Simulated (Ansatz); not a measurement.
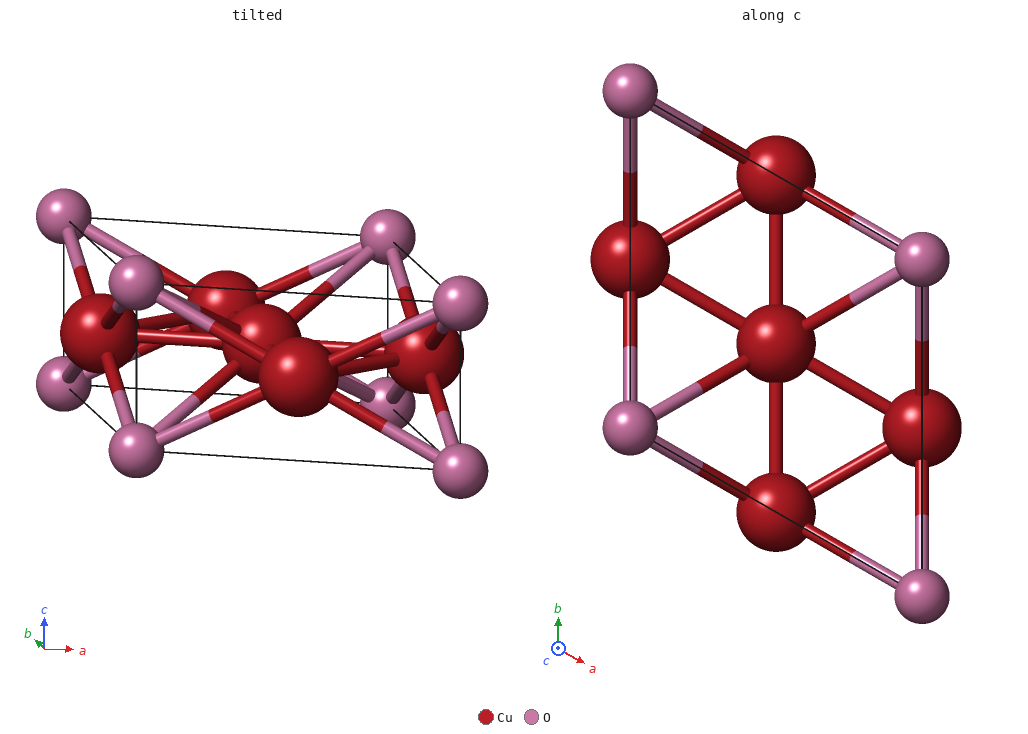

An orthographic ball-and-stick view of the structure, slightly off an axis and along the c axis. The conventional unit cell is outlined; an atom on or near a face, edge or corner is repeated at each equivalent position. Cell: a = 4.78 Å, b = 4.78 Å, c = 2.40 Å, α = 90.00°, β = 90.00°, γ = 120.00°.

Its origin is a random cell made by a generator, so it need not be a real form of the compound. Earlier steps of the study may have refined or changed the cell and positions. Ansatz was used for an electronic-structure calculation on it.

Question: In words:

Answer: The solid is Cu₃O. It belongs to space group P6/mmm (No. 191) and has a primitive hexagonal lattice. Cell content 3 Cu, 1 O; Z = 1. Counting contacts within bonding distance, the coordination numbers are Cu 10 and O 12.

Results below were computed with Ansatz 0.2.0, DFT PBE, scalar-relativistic, plane waves, PAW; the settings were a kinetic-energy cutoff of 420 eV, 12×12×18 k-points, Gaussian smearing of 0.1 eV, no spin polarisation.

Question: Classify it as metallic or gapped, with the value.

Answer: A metal: bands cross the Fermi level.

Question: What net charge does each kind of atom have (Bader)?

Answer: Cu +0.23 e; O -0.69 e.

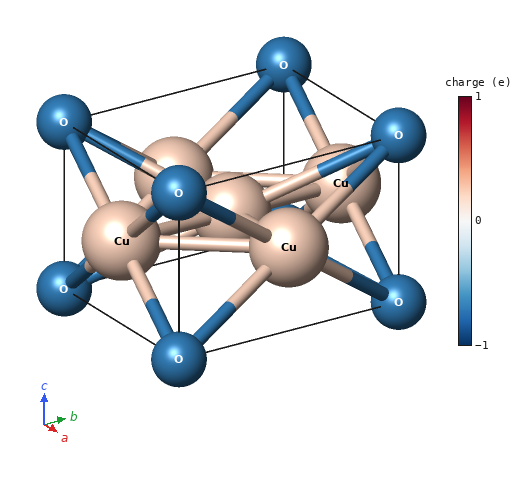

The atoms coloured by those charges. The run's cell of 4 atoms is drawn.

Question: Is the structure in equilibrium?

Answer: Yes. All forces vanish to within 0.01 eV/Å. The pressure is 0.0 GPa, close to zero.
